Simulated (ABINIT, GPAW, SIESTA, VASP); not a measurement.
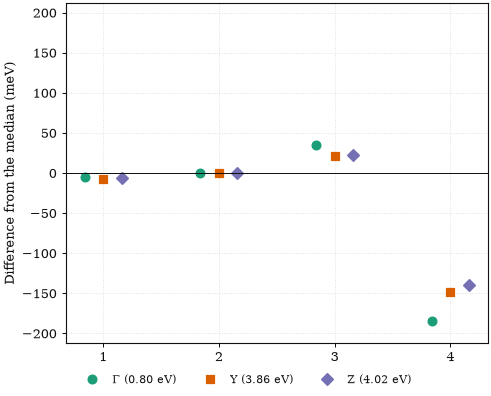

Lowest conduction level at each named k point, counted from the valence-band top at Γ, for SnO₂, space group Pnnm, 6 atoms in the cell; a = 4.79 Å, b = 4.87 Å, c = 3.24 Å, α = 90.00°, β = 90.00°, γ = 90.00°. Four programs ran PBE (no spin polarisation, no spin-orbit coupling) on the same cell and 6×6×8 k mesh. The plot shows each result less the median of the plane-wave runs, which the legend gives. In reduced coordinates of the cell that was run, Y is (0.5, 0, 0) and Z is (0, 0.5, 0).

### The programs are ABINIT, GPAW, SIESTA and VASP. Which number lies farthest out, and which program is it likely to be?

Number 4, off by −184 meV at Γ; it is SIESTA (local basis). The numbers: 1 VASP; 2 ABINIT; 3 GPAW; 4 SIESTA.

The plane-wave programs (VASP, GPAW and ABINIT) agree within 41 meV at these points. SIESTA departs by up to −184 meV (at Γ).

| program | kind | valence electrons | Γ (eV) | Y (eV) | Z (eV) |
| --- | --- | --- | --- | --- | --- |
| VASP | plane waves | 52 | 0.795 | 3.858 | 4.016 |
| ABINIT | plane waves | 52 | 0.800 | 3.865 | 4.022 |
| GPAW | plane waves | 52 | 0.835 | 3.886 | 4.044 |
| SIESTA | local basis | 52 | 0.616 | 3.717 | 3.883 |

Settings. VASP PAW PBE potentials, release 64 (Sn_d, O), 520 eV cutoff, Fermi-Dirac smearing of 0.05 eV (VASP 6.6.1). JTH PAW PBE v2.0, 626 eV cutoff, Fermi-Dirac smearing of 0.05 eV (ABINIT). GPAW PAW data sets (gpaw-data 1.2.1), 800 eV cutoff, Fermi-Dirac smearing of 0.05 eV (GPAW 26.7.0). PseudoDojo 0.4 standard (PBE files), Fermi-Dirac smearing of 0.05 eV (SIESTA 5.4.2).

LDA, GGA and most meta-GGA functionals understate gaps. The usual form of SnO2 is rutile. SIESTA: the basis of atomic orbitals isn't converged, which shifts gaps and empty levels.
